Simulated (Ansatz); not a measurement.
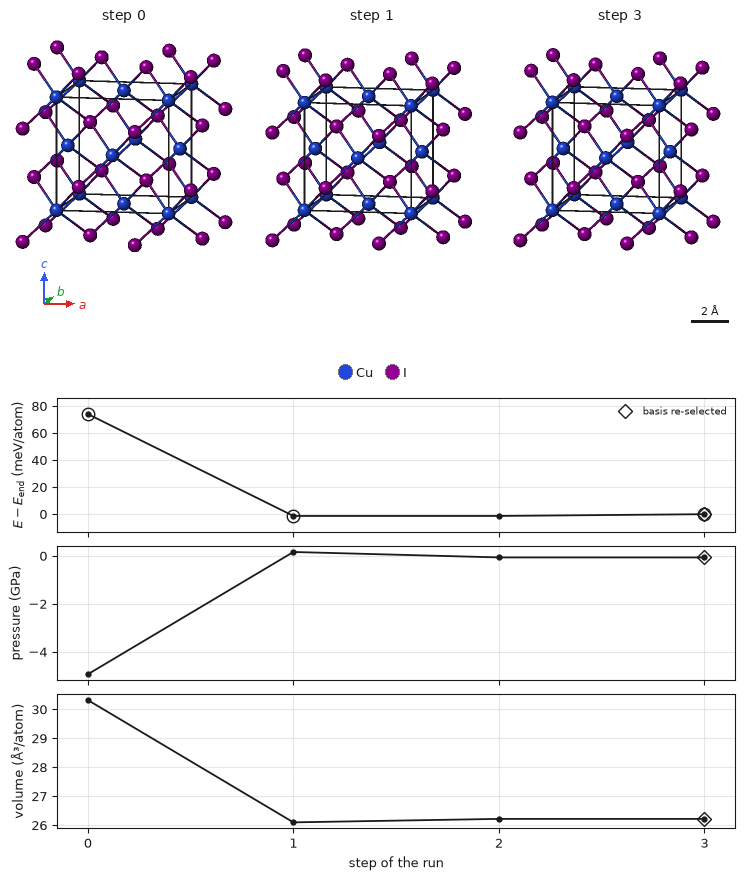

Frames of a relaxation of a crystal of CuI (a generated structure, set up in F-43m), marked on the history of the run. A ball-and-stick model of the conventional cell (4 times the calculation's cell), seen slightly off an axis. Lengths and directions refer to the drawn axes.

The calculation used DFT PBEsol, scalar-relativistic, plane waves, PAW; settings changed in Ansatz 0.2.0.

Input file:
```yaml
crystal:
  lattice:
    - [0.0, 3.1183721993, 3.1183721993]
    - [3.1183721993, 0.0, 3.1183721993]
    - [3.1183721993, 3.1183721993, 0.0]
  atoms:
    - { symbol: Cu, position: [0.0, 0.0, 0.0] }
    - { symbol: I, position: [0.25, 0.25, 0.25] }
basis:
  ecutwfc: 420
kpoints:
  mp_grid: { grid: [10, 10, 10] }
hamiltonian:
  xc: pbesol
scf:
  occupations: { method: gaussian, width: 0.02 }
output:
  forces: true
  eigenvalues: true
  stress: true
relax:
  adjacent_minimum: "off"
  f_tol: 0.01
  max_steps: 60
  cell: { stress_tol: 0.1 }
```

Run as
```bash
ansatz run input.yaml --threads 1 --pin off --max-ram 2560MiB --backend cpu --events-out ev --progress --plain --runs-dir out
```

Question: What happens along the run?

Answer: No atom moves by more than 0.005 Å relative to the cell. The drawn cell changes as follows: a = b = c 6.237 → 5.942 Å (−4.7 %); the volume changes by −13.5 %. Near-neighbour distances that change, for instance: Cu1–I2 2.701 → 2.573 Å. The space group stays F-43m (No. 216). The energy falls by 74.2 meV per atom in 2 accepted moves (3 points after the start). All forces vanish by symmetry, so only the cell relaxes. Pressure: −4.93 GPa at the start and −0.06 GPa at the end. At 1 point the geometry stayed and the basis and grid were re-selected for the new cell (energy shift of 1.3 meV per atom at most each time). From step 0 to 1: volume −13.9 %, energy −75.4 meV per atom. From step 1 to 3: volume +0.5 %, energy +1.3 meV per atom.
